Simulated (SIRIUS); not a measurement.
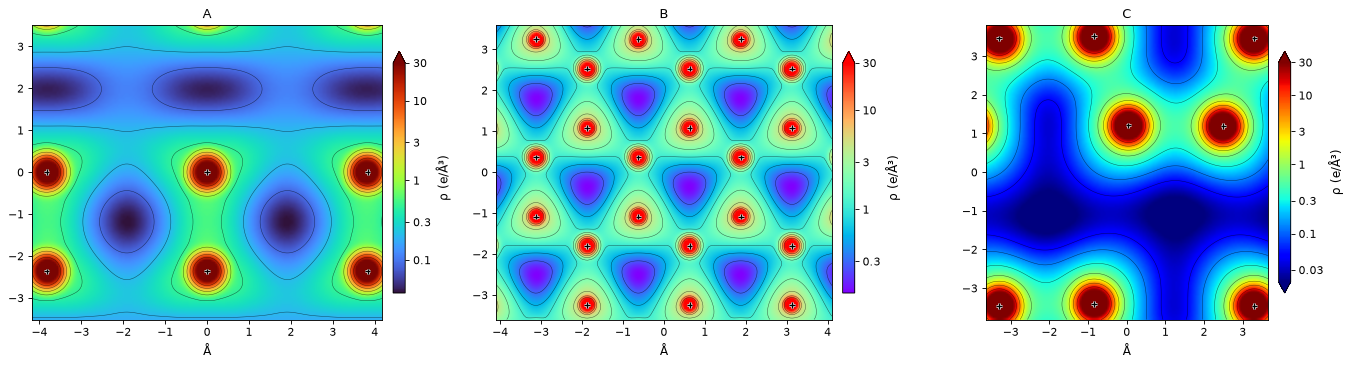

The electron density of 3 systems, each on a plane through atoms (crosses mark nuclei in the plane).

Level of theory: SIRIUS 7.12.0, Kohn-Sham DFT of a periodic cell, PBEsol, all-electron FP-LAPW.

System 1: Ge, the (110) plane of the conventional cell. Space group P1; a structure from a database of computed crystals, not necessarily the ambient phase; not relaxed (largest force 0.6 eV/Å).

```
CELL_PARAMETERS angstrom
3.99759 0.00000 0.00000
-1.99879 -3.46201 0.00000
0.00000 0.00000 -6.59938
ATOMIC_POSITIONS crystal
Ge 0.66315 0.33511 0.06041
Ge 0.33844 0.66081 0.56670
Ge 0.67311 0.32948 0.43275
Ge 0.34622 0.67310 0.93883
```

System 2: BN, the (001) plane of the conventional cell. Space group R3m; a structure from a database of computed crystals, not necessarily the ambient phase.

```
CELL_PARAMETERS angstrom
2.50224 0.00000 0.00000
-1.25112 2.16701 0.00000
0.00000 0.00000 10.11880
ATOMIC_POSITIONS crystal
N 0.66667 0.33333 0.00057
N 0.33333 0.66667 0.33390
N 0.00000 0.00000 0.66724
B 0.00000 0.00000 0.00033
B 0.66667 0.33333 0.33366
B 0.33333 0.66667 0.66700
```

System 3: Si, the (010) plane of the conventional cell. Space group P6₃/mmc; a structure from a database of computed crystals, not necessarily the ambient phase.

```xyz
4
Lattice="3.8313 0.0000 0.0000 -1.9157 3.3180 0.0000 0.0000 0.0000 6.3326" Properties=species:S:1:pos:R:3 pbc="T T T"
Si    1.9157    1.1060    5.9336
Si    0.0000    2.2120    2.7673
Si    1.9157    1.1060    3.5653
Si    0.0000    2.2120    0.3990
```

> Match each panel to its system.

Panel A is system 3, Si: the plane holds Si. Si–Si (2.37 Å): the density is about 0.55 e/Å³ at the midpoint. Panel B is system 2, BN: the plane holds N and B. B–N (1.44 Å): ρ is about 1.8 e/Å³ halfway. Panel C is system 1, Ge: the plane holds Ge. Ge–Ge (2.41 Å): ρ at the midpoint is about 0.54 e/Å³.
